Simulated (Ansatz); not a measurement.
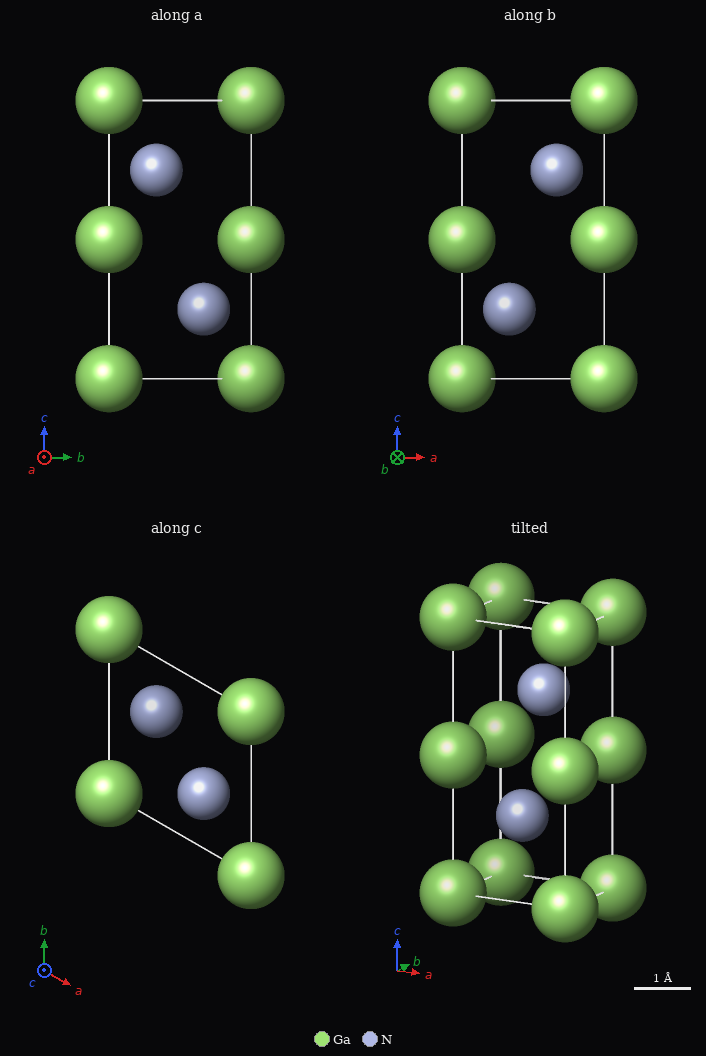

Structure drawing (spheres-only), viewed along the a axis, along the b axis, along the c axis and slightly off an axis. One conventional unit cell is framed, with atoms on its boundary repeated.

Lattice parameters: a = 2.9672 Å, b = 2.9672 Å, c = 5.0329 Å, α = 90.000°, β = 90.000°, γ = 120.000°.

**Reconstruct the structure as a CIF in P1 with every atom of the cell.**

```cif
data_structure
_symmetry_space_group_name_H-M 'P 1'
_symmetry_Int_Tables_number 1
_cell_length_a 2.9672
_cell_length_b 2.9672
_cell_length_c 5.0329
_cell_angle_alpha 90.000
_cell_angle_beta 90.000
_cell_angle_gamma 120.000
_cell_volume 38.37
loop_
_atom_site_label
_atom_site_type_symbol
_atom_site_fract_x
_atom_site_fract_y
_atom_site_fract_z
_atom_site_occupancy
Ga1 Ga 0.0000 0.0000 0.0000 1
Ga2 Ga 0.0000 0.0000 0.5000 1
N1 N 0.3333 0.6667 0.2500 1
N2 N 0.6667 0.3333 0.7500 1
```

The model was built from a structure type filled with these elements by a generator (whether the compound takes this form wasn't checked). Earlier steps of the study may have refined or changed the cell and positions. It was run through Ansatz as a DFT input.
